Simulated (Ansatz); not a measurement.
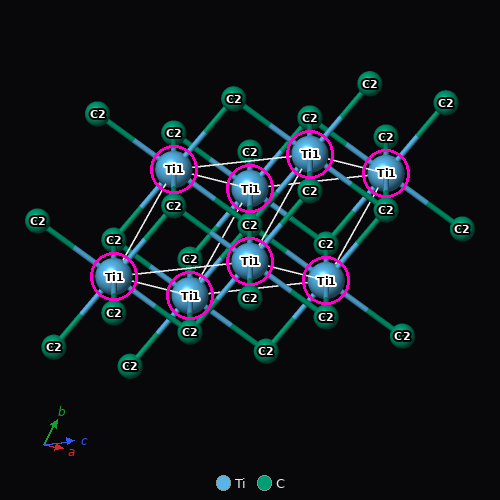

The system is TiC (Fm-3m, No. 225; 2 atoms in the cell); the picture shows the reference structure. Atom Ti1 is moved over a plane while all other atoms and the cell stay fixed (its periodic images move with it) (x, y and z along the cube axes). First axis: shift of Ti1 along the Cartesian direction [1 1 0]. Second axis: shift of Ti1 along z. Grid: 5 × 5 points; 9 points were computed and 16 follow by symmetry. Points are written as (first, second). All energies are given in meV per cell relative to the lowest grid point. The reference cell is the one listed in the database, not relaxed at this level. Method: Ansatz, DFT PBEsol, scalar-relativistic, plane waves, PAW. Settings: cutoff 420 eV, k-mesh 18×18×18, gaussian smearing 0.15 eV, no spin polarisation.

Its coordinates:

```
CELL_PARAMETERS angstrom
0.00000 2.16400 2.16400
2.16400 0.00000 2.16400
2.16400 2.16400 0.00000
ATOMIC_POSITIONS crystal
Ti 0.00000 0.00000 0.00000
C 0.50000 0.50000 0.50000
```

Range: shift of Ti1 along the Cartesian direction [1 1 0] from −0.2 to 0.2 Å; shift of Ti1 along z from −0.2 to 0.2 Å.

Predict the map.

The lowest grid point is at (0.0 Å, 0.0 Å). No other kind of well shows on this grid. The highest grid point, (−0.2 Å, −0.2 Å), lies 334 meV above the lowest. Near the minimum the well is nearly round, with a curvature of about 9.3 eV/Å².

```csv
"second ↓, first →",−0.2,−0.1,0.0,0.1,0.2
0.2,334,225,187,225,334
0.1,211,89,46,89,211
0.0,176,46,0,46,176
−0.1,211,89,46,89,211
−0.2,334,225,187,225,334
```

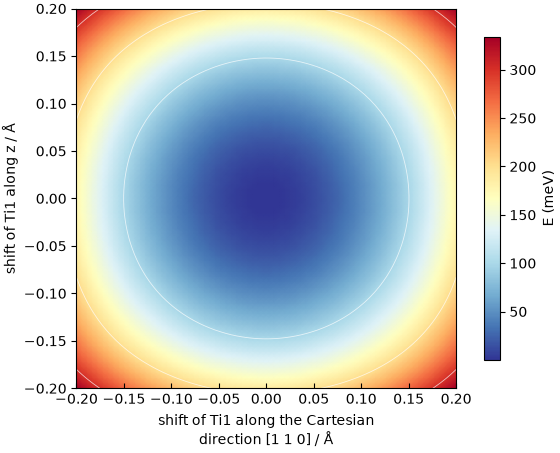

In the figure: a smooth colour map with a few white contour lines. Between grid points the surface is interpolated.
